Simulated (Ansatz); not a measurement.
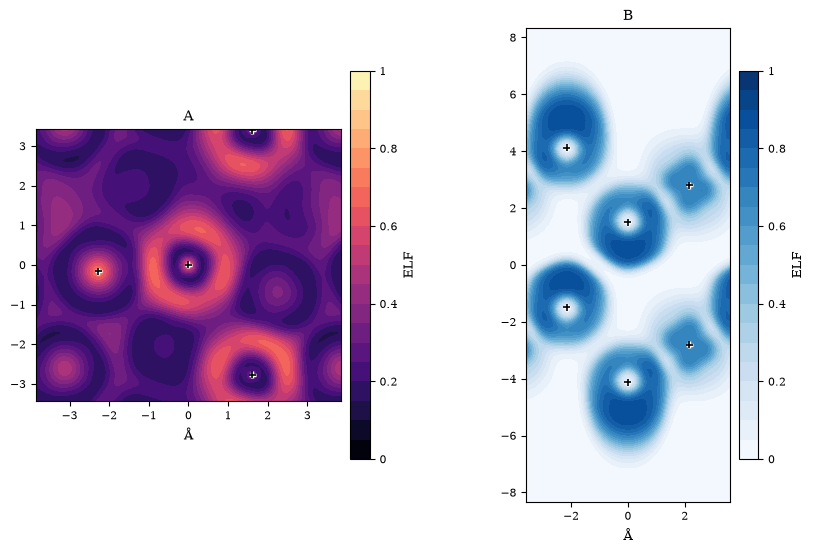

The ELF of 2 systems, each on a plane through atoms (crosses mark nuclei in the plane).

Level of theory: DFT r2SCAN, scalar-relativistic, plane waves, PAW (Ansatz 0.2.0).

System 1: SiNi2, the (110) plane of the conventional cell. Space group Pnma; computed without spin polarisation.

```
Si Ni
1.0
     4.94323    0.00000    0.00000
     0.00000    3.69348    0.00000
     0.00000    0.00000    7.00673
Si Ni
4 8
Cartesian
  1.4304 2.7701 4.3059
  3.5129 0.9234 2.7008
  1.0412 0.9234 0.8026
  3.9020 2.7701 6.2042
  4.7358 2.7701 1.4384
  0.2075 0.9234 5.5683
  2.6791 0.9234 4.9418
  2.2641 2.7701 2.0650
  4.1022 2.7701 3.9245
  0.8410 0.9234 3.0823
  3.3126 0.9234 0.4211
  1.6306 2.7701 6.5856
```

System 2: PtSe2, the (110) plane of the calculation cell, a cut from vacuum to vacuum. 

```xyz
6
Lattice="3.7270 0.0000 0.0000 -1.8635 3.2277 0.0000 0.0000 0.0000 40.2960" Properties=species:S:1:pos:R:3 pbc="T T T"
Se    1.8635    1.0759    9.0001
Pt    0.0000    0.0000   10.3238
Se    0.0000    2.1518   11.6282
Se    1.8635    1.0759   14.6194
Pt    0.0000    0.0000   15.9242
Se    0.0000    2.1518   17.2479
```

**Which map belongs to which system?**

Panel A is system 1, SiNi2: the plane holds Si and Ni. Si–Ni (2.29 Å): the ELF peaks at about 0.70 in the valence shell of Si, 0.9 Å from its nucleus, and is about 0.50 at the midpoint. Panel B is system 2, PtSe2: the plane holds Se and Pt. Pt–Se (2.53 Å): the ELF is about 0.50 at the midpoint.
